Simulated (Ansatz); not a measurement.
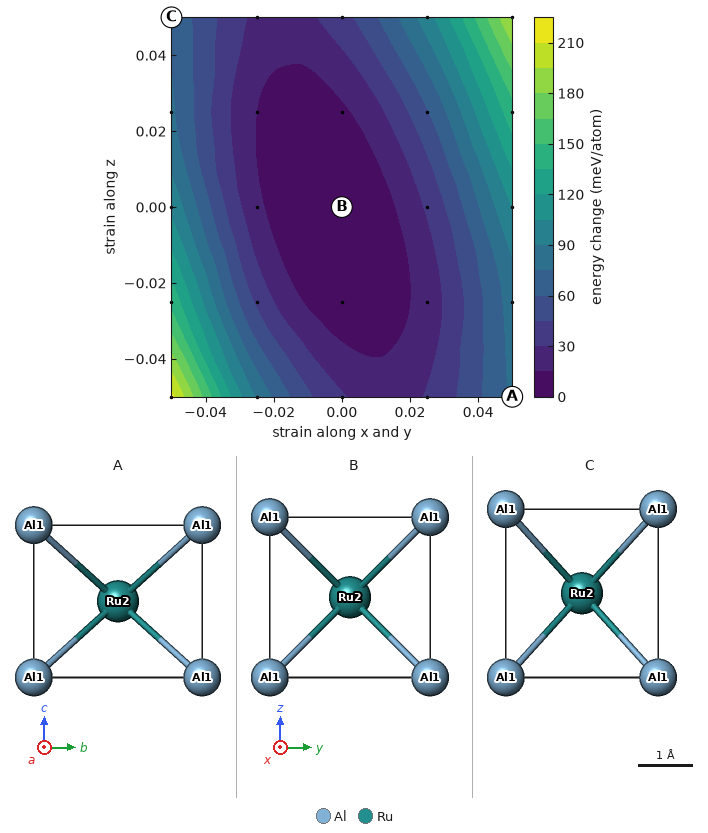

A scan of a crystal of AlRu (Pm-3m): the cell is strained equally along x and y and separately along z, with the atoms kept at their fractional coordinates. x, y and z are the Cartesian axes of the input. The map is interpolated between the computed points (dots). The lettered frames are marked on it. Style: ball-and-stick. Shown: the cell of the calculation, along the a axis.

Computed with DFT r2SCAN, scalar-relativistic, plane waves, PAW in Ansatz. Set-up: plane-wave cutoff 500 eV; k-point mesh 16 × 16 × 16; occupations gaussian; smearing width 0.15 eV; no spin polarisation. Energies (free energies at the smearing named) are counted from the cell as listed in its source, which wasn't relaxed.

Where is the lowest point of the map, and what else does it tell?

In pairs of (strain along x and y; strain along z): the lowest computed point lies at (0.000, 0.000) (0.0 meV/atom), the highest at (−0.050, −0.050) (214.0 meV/atom). The valley is tilted: raising the in-plane strain is made harder by raising the strain along z (cross term 0.53 of the geometric mean of the two curvatures). Over the ranges scanned the energy rises more along the first axis, the in-plane strain. The pressure runs from −24.4 GPa at (0.050, 0.050) to 43.7 GPa at (−0.050, −0.050). The frames lie at A (0.050, −0.050): 77.3 meV/atom, B (0.000, 0.000): 0.0 meV/atom, C (−0.050, 0.050): 71.6 meV/atom.
